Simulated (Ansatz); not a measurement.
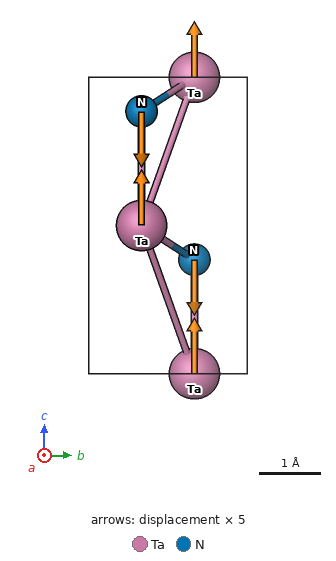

This is a relaxation of a crystal of TaN (set up in P6_3mc). The starting structure is drawn; orange arrows show the displacements (the part carried along by the change of the cell is left out), magnified 5 times.

The picture is a ball-and-stick view of the cell of the calculation, seen along the a axis.

The run lets cell and atoms move.

Theory: Kohn-Sham DFT of a periodic cell, r2SCAN, Ansatz PAW (Ansatz).

Input file:
```yaml
crystal:
  lattice:
    - [3.05000204, 0.0, 0.0]
    - [-1.52500102, 2.64137925, 0.0]
    - [0.0, 0.0, 4.94000153]
  atoms:
    - { symbol: Ta, position: [0.3333333333, 0.6666666667, 0.0] }
    - { symbol: Ta, position: [0.6666666667, 0.3333333333, 0.5] }
    - { symbol: "N", position: [0.3333333333, 0.6666666667, 0.385] }
    - { symbol: "N", position: [0.6666666667, 0.3333333333, 0.885] }
hamiltonian:
  xc: r2scan
  pseudopotentials: { kind: paw }
kpoints:
  mp_grid: { grid: [10, 10, 6] }
scf:
  occupations: { method: fermi_dirac, width: 0.05 }
output:
  forces: true
  stress: true
  eigenvalues: true
relax:
  f_tol: 0.01
  max_steps: 40
  cell: { stress_tol: 0.05, p_target: 2.0 }
```

Command:
```bash
ansatz run input.yaml --threads 2 --pin off --max-ram 5632MiB --backend cpu --events-out ev --progress --plain --runs-dir out
```

What happened in the run?

The largest moves relative to the cell, 0.19 Å, are those of Ta and N atoms. Largest moves by element: N 0.19 Å, Ta 0.19 Å. Cell: a = b 3.050 → 3.126 Å (+2.5 %), c 4.940 → 6.076 Å (+23.0 %). Volume +29.2 %. Near-neighbour distances that change, for instance: Ta–Ta 3.033 → 3.533 Å, N–Ta 1.850 → 2.102 Å, Ta–Ta 3.050 → 3.126 Å, N–Ta 1.902 → 1.960 Å. Among the angles between lasting bonds that change: Ta–N–Ta 111.0° → 96.1°, Ta–N–Ta 107.9° → 120.8°. The space group stays P6_3mc (No. 186). After 10 accepted moves (12 points after the start) the energy has fallen by 5.398 eV per cell of the calculation. With the target pressure of 2 GPa, the enthalpy E + pV changes by −5.253 eV per cell of the calculation. The largest force component goes from 2.5 to under 0.0001 eV/Å. The pressure goes from 133.83 to 2.00 GPa. At 2 points the geometry stayed and the basis and grid were re-selected for the new cell (energy shift of 34.1 meV per cell of the calculation at most each time).
